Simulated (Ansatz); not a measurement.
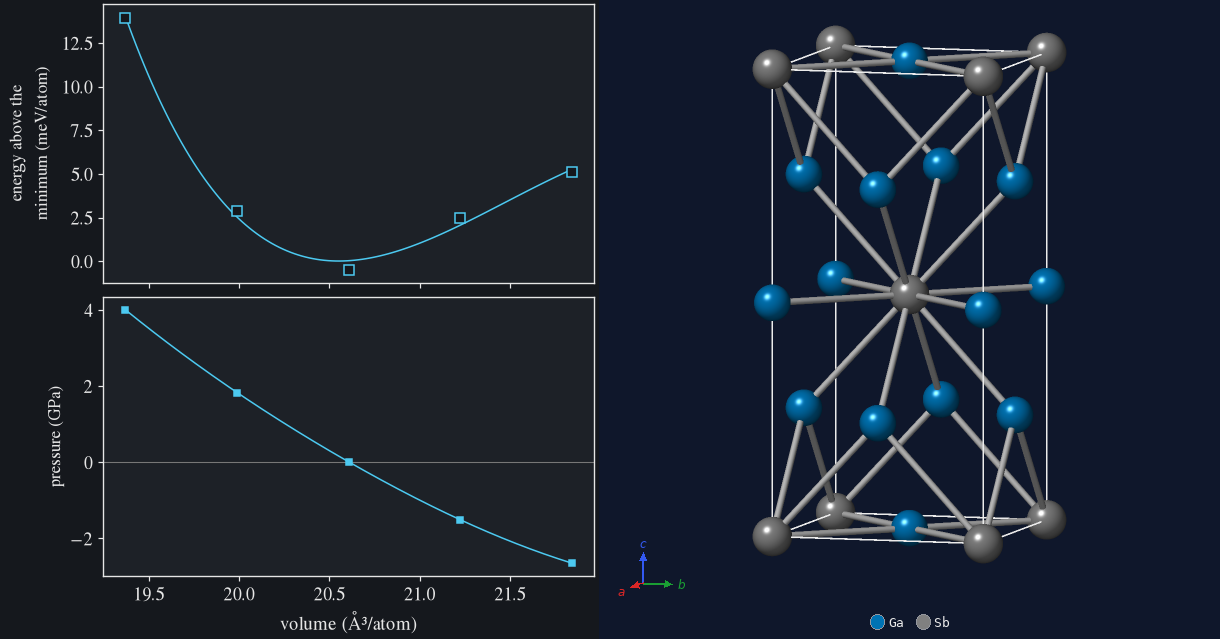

The figure shows the energy above the minimum and pressure against volume for Ga₃Sb, space group I4/mmm (No. 139). The conventional cell is drawn beside the plot.

Cell as given: a = 5.452 Å, b = 5.452 Å, c = 5.452 Å, α = 134.02°, β = 134.02°, γ = 67.05°; 4 atoms.

Calculation (Ansatz 0.2.0): third-order Birch-Murnaghan fit to density functional energies at scaled volumes of the given relaxed cell, shape and atoms relaxed at each volume; energies count from the fitted minimum; plane waves with PAW datasets, Γ-centred k mesh. Level: PBEsol, no spin polarisation.

- wave cutoff: 420 eV
- k mesh: 14×14×14
- occupations: Gaussian
- smearing width: 0.1 eV

Give the fitted equation-of-state parameters.

Answer. A third-order Birch–Murnaghan fit gives V0 = 20.55 Å³/atom, B0 = 41.3 GPa.

How does the pressure vary with volume?

Answer. It falls from 4.00 GPa at volume 19.372 Å³/atom to −2.65 GPa at 21.845 Å³/atom, and changes sign near 20.61 Å³/atom.

Is there a gap?

Answer. No, the levels on the k mesh show a metal at every point.

Keep in mind: pressure derivative unusual.
